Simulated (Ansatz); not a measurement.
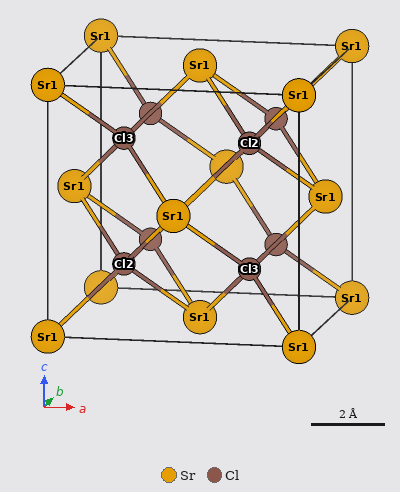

Fig. 1: The structure as given in the input (ball-and-stick view of the cell 4 times as large as that of the calculation, set on its symmetry axes, seen slightly off an axis; atoms are numbered from 1 in the order of the input). An atom can appear more than once, as a periodic image.

Run report: SrCl₂, single-point calculation

System: SrCl₂ (Fm-3m, 3 atoms in the cell).
Method: DFT r2SCAN, scalar-relativistic, plane waves, PAW, no spin polarisation (Ansatz 0.2.0).

The structure derives from an entry of the Crystallography Open Database. It belongs to a series of runs on one base structure; here: volume × 1.03. Figures and captions count atoms from 1; the log counts them from 0 in places.

**Log**
```
Engine: ansatz 0.2.0, aarch64-unknown-linux-gnu
Pseudopotentials: kind: paw
Pseudopotential: Sr, paw, valence charge 10, recommended cutoff 500 eV (meta_gga), Sr.paw.azcp
Pseudopotential: Cl, paw, valence charge 7, recommended cutoff 500 eV (meta_gga), Cl.paw.azcp
Functional definition: r2SCAN
  parameter k0 = 0.174
  parameter k1 = 0.065
  parameter a1 = 4.9479
  exchange = r2scan_x(k0 = k0, k1 = k1, a1 = a1)
  correlation = r2scan_c
Crystal: 3 atoms, lattice volume = 88.130 Å³
Basis set: ecut = 500 eV, 2229 PW (Γ), exchange–correlation on 160×160×160 points (64 copies of the dense FFT grid, shifted against one another)
Bands: 16, of which v1, the nominal top of the filled ones, is band 12 counted from 1 (11 counted from 0)
Symmetry: 48 space group operations
Space group: Fm-3m (ITA 225), of the structure as read, at distance tolerance 4.5e-5 Å
k-points: 16 of 216
Non-local potential: Sr, projectors of the file, l = 0: 3, l = 1: 2, l = 2: 2
Non-local potential: Cl, projectors of the file, l = 0: 2, l = 1: 2, l = 2: 2
PAW form: soft (Blöchl's): semilocal exchange-correlation on the pseudo side does not see the compensation charge
PAW frozen core: Sr, regenerated for the run's functional (the file was generated under x = pbe(κ = 0.804, μ = 0.2195149727645171), c = pbe(β = 0.06672455060314922))
PAW frozen core: Cl, regenerated for the run's functional (the file was generated under x = pbe(κ = 0.804, μ = 0.2195149727645171), c = pbe(β = 0.06672455060314922))
PAW one-centre angular grid: Sr, 302 points (default); XC on 160 Gauss nodes
PAW one-centre angular grid: Cl, 302 points (default); XC on 160 Gauss nodes
Initial density: superposition of atomic densities (neutral atoms: chi_scale 0, normalization atom), corrected by the library's trained network
Initial wavefunctions: pseudopotential atomic-orbital guess
Functional: x = r2scan, c = r2scan; τ floored in thin density (d = 2e-4 eV/Å³)
SCF iter   1: F=—  HF=-5730.664249 eV  |F-HF|=—  |Δ(HF+E_count)|=         —  Δρ=3.94e-3  dr2=8.09e-3  dr2_τ=6.81e-3  ethr=1.77e-3  ⟨swp⟩=9.6  Hψ=1894  notcnv=0
preconditioner: auto → none  [insulator: Δε(μ)=5.864 eV  Ē_g=14.869 eV  σ=0.020 eV  W_gap=1.00  n_scr=14 (ndim 8)  ℏωp=18.6 eV  f_vac=0.095  D(μ)=0.00/eV (n_scr^D=0)  ε∞_Penn≈2.6]
SCF iter   2: F=—  HF=-5730.707029 eV  |F-HF|=—  |Δ(HF+E_count)|=   4.28e-2  Δρ=1.91e-3  dr2=1.60e-3  dr2_τ=1.65e-4  ethr=3.37e-5  ⟨swp⟩=3.0  Hψ=694  notcnv=0
SCF iter   3: F=—  HF=-5730.707300 eV  |F-HF|=—  |Δ(HF+E_count)|=   2.71e-4  Δρ=4.88e-4  dr2=1.65e-4  dr2_τ=3.84e-5  ethr=6.68e-6  ⟨swp⟩=2.9  Hψ=519  notcnv=0
SCF iter   4: F=—  HF=-5730.707275 eV  |F-HF|=—  |Δ(HF+E_count)|=   2.52e-5  Δρ=6.58e-5  dr2=1.88e-6  dr2_τ=9.51e-7  ethr=6.87e-7  ⟨swp⟩=2.0  Hψ=356  notcnv=0
SCF iter   5: F=—  HF=-5730.707277 eV  |F-HF|=—  |Δ(HF+E_count)|=   2.09e-6  Δρ=1.68e-5  dr2=1.22e-7  dr2_τ=1.76e-8  ethr=7.85e-9  ⟨swp⟩=2.0  Hψ=448  notcnv=0
SCF iter   6: F=-5730.707277 eV  HF=-5730.707277 eV  |F-HF|=2.00e-9  |Δ(HF+E_count)|=   4.58e-8  Δρ=2.19e-6  dr2=4.12e-9  dr2_τ=4.08e-9  ethr=4.17e-10  ⟨swp⟩=11.2  Hψ=2082  notcnv=0
SCF 1 converged in 6 iterations: F = -5730.707277 eV  dr2 = 4.12e-9
  greatest PAW one-centre occupation: 0.988 electrons in one spin orbital (limit 2), on the Sr atom at site 0 (counted from 0), in its partial waves of l = 0
SCF converged after 6 iterations
Free energy (F): -5730.707277 eV
Harris-Foulkes:  -5730.707277 eV  (|F-HF|=2.00e-9)
Internal energy: -5730.707277 eV  (E = F + TS)
E sigma→0 (E₀):  -5730.707277 eV
Fermi energy:    5.291370 eV
--- Per-component energies (eV) ---
  E_band       = -170.858817
  E_kinetic    = 566.911858
  E_local      = -1202.302225  (includes V_loc(G=0)·N_el)
  E_nonlocal   = 257.648859
  E_hartree    = 331.973887
  E_xc         = -372.832151
  E_vxc        = -448.420073  (∫ρ·V_xc dr)
  E_paw        = -4048.756691  (= ΣΔE_a)
  E_vpaw       = -32.293559  (= ΣTr[D̂ρ^β])
  E_aug_tail   = 0.000073  (compensation charges beyond the density's cutoff)
  E_vtau       = 23.648561  (kinetic-family band-sum trace: ∫τ·v_τ [+ j·A + Jᵃ·Aᵃ] dr)
  E_ewald      = -1262.932037
  E_core_change = -0.418850  (= ΣΔE_core)
  E_smearing   = -0.000000  (= −TS)
  E_closure    = 0.000000  (closes the sum)
  Σ components = -5730.707277   (vs F -5730.707277, Δ=0.00e0)
--- Forces (eV/Å), atoms counted from 1 ---
  atom   1  Sr    -0.00000000    -0.00000000     0.00000000
  atom   2  Cl     0.00000000    -0.00000000     0.00000000
  atom   3  Cl     0.00000000     0.00000000     0.00000000
  max |Σ_I F_I| component: 8.67e-19 eV/Å
--- Stress (GPa, compression-positive) ---
       -1.044236       0.000000       0.000000
        0.000000      -1.044236       0.000000
       -0.000000       0.000000      -1.044236
  P = ⅓ Tr σ = -1.0442 GPa (-10.442 kbar)
--- Band table (eV; the first three rows and the last of 16) ---
  k-point 0: bands = ["-31.5814", "-12.9387", "-12.9387", "-12.9387", "-11.3834", "-10.5835", "0.3599", "0.3599", "0.3599", "2.0470", "2.0470", "2.0470", "8.2049", "9.0848", "9.0848", "11.8632"]
  k-point 1: bands = ["-31.5807", "-13.0182", "-12.9416", "-12.9416", "-11.2450", "-10.6364", "0.4562", "0.4562", "0.5282", "1.7640", "1.9087", "1.9087", "8.7674", "9.2717", "9.2717", "10.9412"]
  k-point 2: bands = ["-31.5794", "-13.1454", "-12.9474", "-12.9474", "-11.0413", "-10.6938", "0.7022", "0.7022", "0.8505", "1.2792", "1.5943", "1.5943", "9.5662", "9.5662", "9.6530", "10.9827"]
  k-point 15: bands = ["-31.5778", "-13.1901", "-13.0452", "-12.9665", "-10.8149", "-10.7249", "-0.0886", "0.3478", "0.8691", "1.5907", "2.0701", "2.3100", "8.8175", "10.1365", "10.1859", "10.4295"]
```

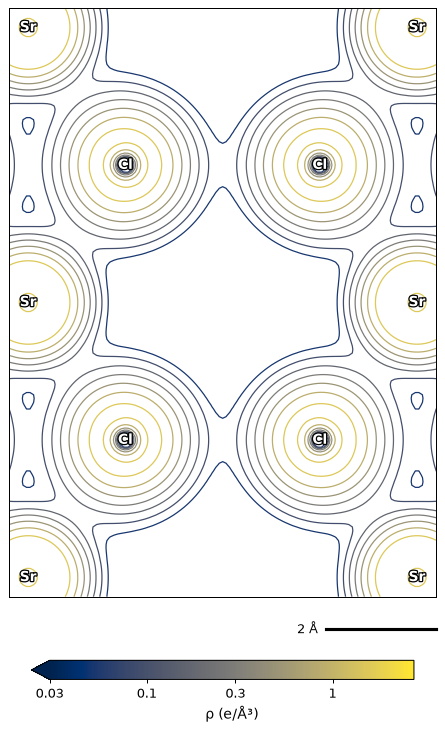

Fig. 2: Valence pseudo-density on the (011) plane of the conventional cell. The section cuts through Sr and Cl sites. Sr–Cl (3.06 Å): the density is about 0.13 e/Å³ at the midpoint. Away from the nuclei the density in this plane falls to 0.002 e/Å³ at its lowest. Core electrons are frozen (PAW), so the fields are smoothed inside the atomic spheres.

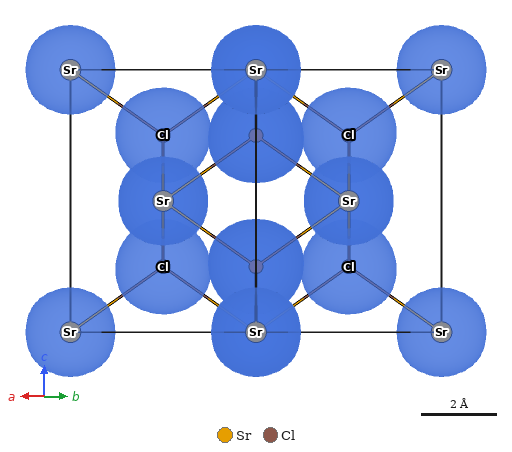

Fig. 3: Isosurface of the valence electron density at 0.2 e/Å³ (blue), seen along [110]. Sticks mark near contacts. The outline is the cell set on symmetry axes. At this value the density breaks into separate islands; it holds about 85 % of the electrons treated as valence (semicore included). It is pinched off along the Sr–Cl (3.06 Å) contacts. On the grid the lowest density along these lines, outside the cores, is 0.12 e/Å³ (Sr–Cl, 3.06 Å).

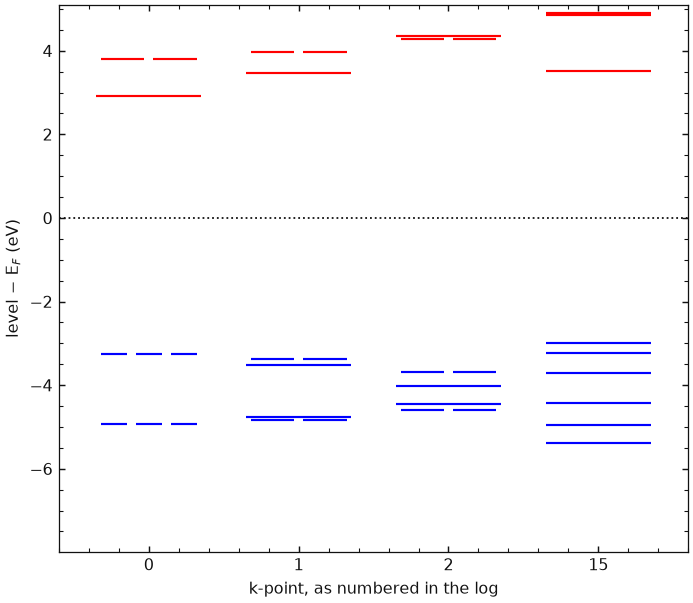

Fig. 4: Kohn–Sham levels near the Fermi level (dotted) at the few k-points that the log prints; levels within 0.02 eV of each other stand side by side. Among these points the highest filled and lowest empty levels are 5.89 eV apart; the gap on the full mesh, 5.83 eV, has an edge at a point that isn't printed.

This output came from the following input.

**Input file**
```yaml
crystal:
  lattice:
    - [0.0, 3.5320895749, 3.5320895749]
    - [3.5320895749, 0.0, 3.5320895749]
    - [3.5320895749, 3.5320895749, 0.0]
  atoms:
    - { symbol: Sr, position: [0.0, 0.0, 0.0] }
    - { symbol: Cl, position: [0.25, 0.25, 0.25] }
    - { symbol: Cl, position: [0.75, 0.75, 0.75] }
basis:
  ecutwfc: 500
kpoints:
  mp_grid: { grid: [6, 6, 6] }
hamiltonian:
  xc: r2scan
scf:
  occupations: { method: gaussian, width: 0.02 }
output:
  forces: true
  stress: true
  eigenvalues: true
  write_density: true
  write_potential: true
  elf: true
  volumetric_format: npy
```

Run as:
```bash
ansatz run input.yaml --threads 1 --pin off --max-ram 2560MiB --backend cpu --events-out ev --progress --plain --runs-dir out
```

**Summary**

- outcome: converged
- space group (tolerance 0.01 Å): Fm-3m (225)
- electrons treated: 24
- free energy: −5730.7073 eV
- Fermi energy: 5.291 eV
- gap on the k-point mesh: 5.83 eV
- pressure: −1.04 GPa
- largest force (length of the vector): under 0.001 eV/Å
- hardware: 1 thread of Arm Neoverse V2, 24 GiB of memory available, shared host
- wall time: 4.4 s
- peak memory: 0.56 GiB
